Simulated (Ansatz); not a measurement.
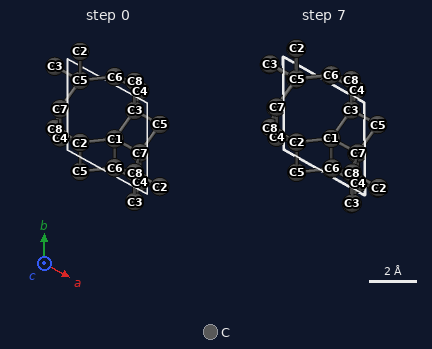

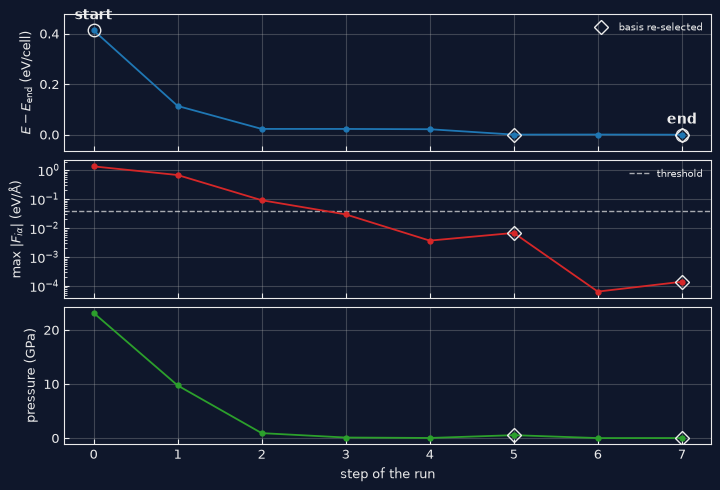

First and last geometry of a relaxation of a crystal of C (a generated structure, set up in I4_1/amd) (coarse preliminary run), with the history of the run. A ball-and-stick model of the cell of the calculation, seen along the c axis.

Theory: DFT PBE, scalar-relativistic, plane waves, PAW (Ansatz 0.2.0).

The input:
```yaml
crystal:
  lattice:
    - [-2.39790905, 2.39790905, 2.47716538]
    - [2.39790905, -2.39790905, 2.47716538]
    - [2.39790905, 2.39790905, -2.47716538]
  atoms:
    - { symbol: C, position: [0.59107488, 0.40892512, 0.5] }
    - { symbol: C, position: [0.15892512, 0.15892512, 0.31785023] }
    - { symbol: C, position: [0.84107488, 0.84107488, 0.68214977] }
    - { symbol: C, position: [0.90892512, 0.09107488, 0.5] }
    - { symbol: C, position: [0.15892512, 0.84107488, 0.0] }
    - { symbol: C, position: [0.59107488, 0.09107488, 0.18214977] }
    - { symbol: C, position: [0.90892512, 0.40892512, 0.81785023] }
    - { symbol: C, position: [0.84107488, 0.15892512, 0.0] }
basis:
  ecutwfc: 420
kpoints:
  mp_grid: { grid: [6, 6, 6] }
hamiltonian:
  xc: pbe
scf:
  occupations: { method: gaussian, width: 0.1 }
  lower_state_search: "off"
output:
  forces: true
  stress: true
  eigenvalues: true
relax:
  adjacent_minimum: "off"
  f_tol: 0.04
  max_steps: 70
  cell: { stress_tol: 0.4 }
```

Command:
```bash
ansatz run input.yaml --threads 1 --pin off --max-ram 2560MiB --backend cpu --events-out ev --progress --plain --runs-dir out
```

Q: Did the run converge, and what did it change?

A: It converged. After 5 accepted moves (7 points after the start) the energy has fallen by 0.413 eV per cell of the calculation. Largest force component: 1.4 eV/Å at the start, 0.00014 eV/Å at the end. Pressure: 23.16 GPa at the start and 0.03 GPa at the end. At 2 points the geometry stayed and the basis and grid were re-selected for the new cell (energy shift of 21.3 meV per cell of the calculation at most each time). The largest moves relative to the cell, 0.015 Å, are those of 8 atoms (C1, C2, C3, C4 and others). C8 goes along [−1 1 0]. The drawn cell changes as follows: a = b = c 4.200 → 4.286 Å (+2.1 %), α 110.4° → 109.7°, β 110.4° → 109.7°, γ 107.7° → 109.0°; the volume changes by +6.4 %. Among the contacts that change: C1–C6 1.524 → 1.591 Å, C1–C2 1.516 → 1.522 Å. The space group stays I4_1/amd (No. 141).

```csv
step,"E − E(0), meV/atom","largest force component, eV/Å","pressure, GPa","volume, Å³/atom",note
0,0.00,1.3567,23.16,7.122,
1,-37.44,0.6838,9.75,7.365,
2,-48.81,0.0923,0.93,7.542,
3,-48.82,0.0299,0.12,7.568,
4,-48.96,0.0037,0.04,7.563,
5,-51.62,0.0069,0.56,7.563,"same geometry, new basis"
6,-51.59,0.0001,0.02,7.578,
7,-51.66,0.0001,0.03,7.578,"same geometry, new basis"
```
